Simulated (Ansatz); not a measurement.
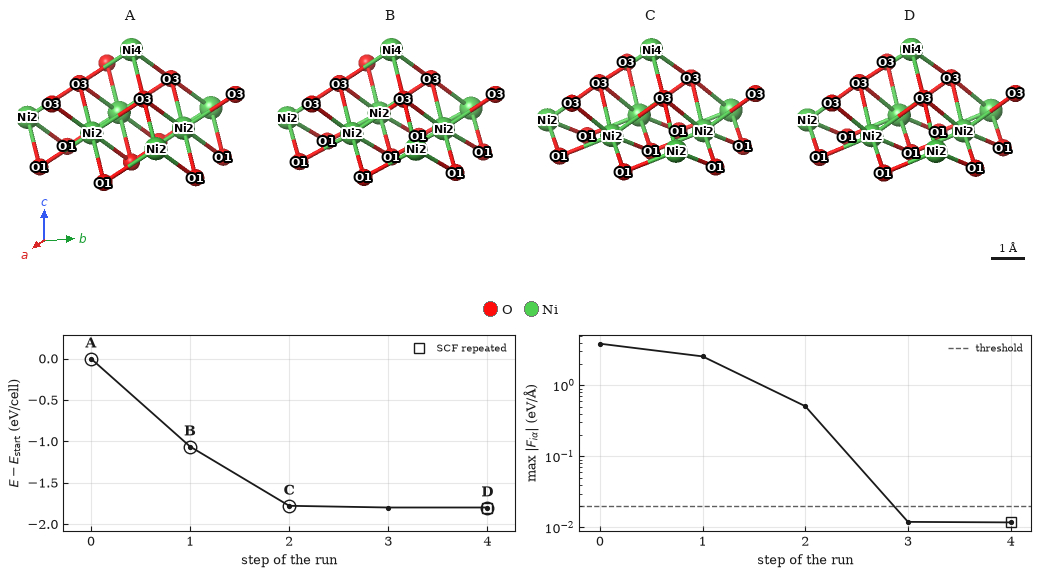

Frames of a relaxation of a slab of composition Ni5O6 (cut from the Fm-3m phase), marked on the history of the run. The picture is a ball-and-stick view of the atoms within 4.2 Å of the atom that moves most (axes of the 2 × 3 repeat of the cell, outlined in the plane, without the vacuum), seen slightly off an axis.

Case: (1 1 1) slab, atoms relaxed. The slab is the (1 1 1) face of NiO.

The calculation used DFT PBEsol, scalar-relativistic, plane waves, PAW (Ansatz 0.2.0).

Input
```yaml
crystal:
  lattice:
    - [2.9105322991, 0.0, 0.0]
    - [-1.4552661496, 2.5205949096, 0.0]
    - [0.0, 0.0, 26.8821983546]
  atoms:
    - { symbol: O, position: [0.3333333333, 0.6666666667, 0.2789950398], spin: 0.2 }
    - { symbol: Ni, position: [0.6666666667, 0.3333333333, 0.3231960318], spin: 1.14 }
    - { symbol: O, position: [0.0, 0.0, 0.3673970239], spin: 0.2 }
    - { symbol: Ni, position: [0.3333333333, 0.6666666667, 0.4115980159], spin: 1.14 }
    - { symbol: O, position: [0.6666666667, 0.3333333333, 0.455799008], spin: 0.2 }
    - { symbol: Ni, position: [0.0, 0.0, 0.5], spin: 1.14 }
    - { symbol: O, position: [0.3333333333, 0.6666666667, 0.544200992], spin: 0.2 }
    - { symbol: Ni, position: [0.6666666667, 0.3333333333, 0.5884019841], spin: 1.14 }
    - { symbol: O, position: [0.0, 0.0, 0.6326029761], spin: 0.2 }
    - { symbol: Ni, position: [0.3333333333, 0.6666666667, 0.6768039682], spin: 1.14 }
    - { symbol: O, position: [0.6666666667, 0.3333333333, 0.7210049602], spin: 0.2 }
basis:
  ecutwfc: 420
kpoints:
  mp_grid: { grid: [12, 12, 1] }
hamiltonian:
  xc: pbesol
scf:
  occupations: { method: gaussian, width: 0.1 }
output:
  forces: true
  eigenvalues: true
  populations: true
magnetization:
  spin_polarized: true
relax:
  adjacent_minimum: "off"
  f_tol: 0.02
  max_steps: 60
efield:
  axis: 3
  dipole_correction: true
  ramp_width: 0.04
checkpoint:
  read: start.run
  write: ck
  compress: false
  write_wavefunctions: false
  write_every: 100000
```

Launched with:
```bash
ansatz run input.yaml --threads 1 --pin off --max-ram 2560MiB --backend cpu --events-out ev --progress --plain --runs-dir out
```

Describe the path.

The largest moves relative to the layer's centre, 0.30 Å, are those of O1 and O11. O1 goes along the normal (+c). Largest moves by element: O 0.30 Å, Ni 0.08 Å. The cell stays as it was. Among the contacts that change: O1–Ni2 2.058 → 1.863 Å, Ni2–O3 2.058 → 2.125 Å, O3–Ni4 2.058 → 2.046 Å. Bond angles that change, for instance: O1–Ni2–O1 90.0° → 102.7°, Ni2–O1–Ni2 90.0° → 102.7°, O1–Ni2–O3 180.0° → 167.9°. The energy falls by 1.798 eV per cell of the calculation in 3 accepted moves (4 points after the start). Largest force component: 3.9 eV/Å at the start, 0.012 eV/Å at the end. 1 step only repeated the SCF at the same geometry. The program noted that the starting moments weren't kept. The run may lie on a higher electronic state than the lowest, so the end point isn't shown to be the ground-state structure. Cost: 27 min on 1 thread of Intel(R) Xeon(R) Processor @ 2.50GHz (Skylake/Cascade Lake), on a shared host, peak memory 1.7 GiB. From step 0 to 1: O atoms move most (0.16 Å), energy −1.062 eV per cell of the calculation. From step 1 to 2: O atoms move most (0.17 Å), energy −0.716 eV per cell of the calculation. From step 2 to 4: O atoms move most (0.04 Å), energy −20.5 meV per cell of the calculation.

```csv
step,"E − E(0), meV/atom","largest force component, eV/Å",note
0,0.00,3.8510,
1,-96.55,2.5521,
2,-161.63,0.5080,
3,-163.49,0.0120,
4,-163.49,0.0118,"same geometry, SCF repeated"
```
